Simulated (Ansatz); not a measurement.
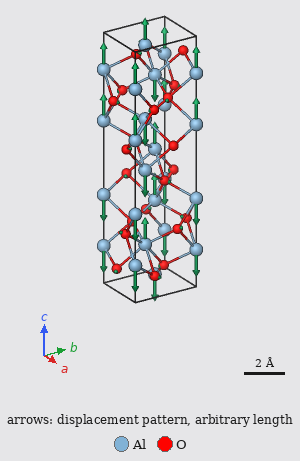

The lowest optical mode of crystalline Al$_{2}$O$_{3}$, space group R-3c (No. 167), at the zone centre. Displacements are drawn as green arrows; their common scale and sign are arbitrary. Style: ball-and-stick. Shown: the conventional cell (3 times the calculation's cell), slightly off an axis. Lengths and directions refer to the drawn axes.

Level of theory: DFT PBE, scalar-relativistic, plane waves, PAW in Ansatz 0.2.0. Settings: plane-wave cutoff 420 eV; k-point mesh 6 × 6 × 6; occupations gaussian; smearing width 0.05 eV; no spin polarisation.

Frequencies are those without the non-analytic (LO–TO) term.

Question: Is this crystal at a minimum with respect to the drawn distortion?

Answer: Yes: this softest mode has a real frequency, and so have all others here. That speaks for this wave vector alone: the rest of the zone wasn't checked in this run. This is the A₂g mode at 285 cm⁻¹, the lowest optical level, silent by symmetry (neither infrared- nor Raman-active). Atoms of one kind move against one another, with no net shift of any sublattice; the kinetic energy is shared as Al 98 %, O 2 %.
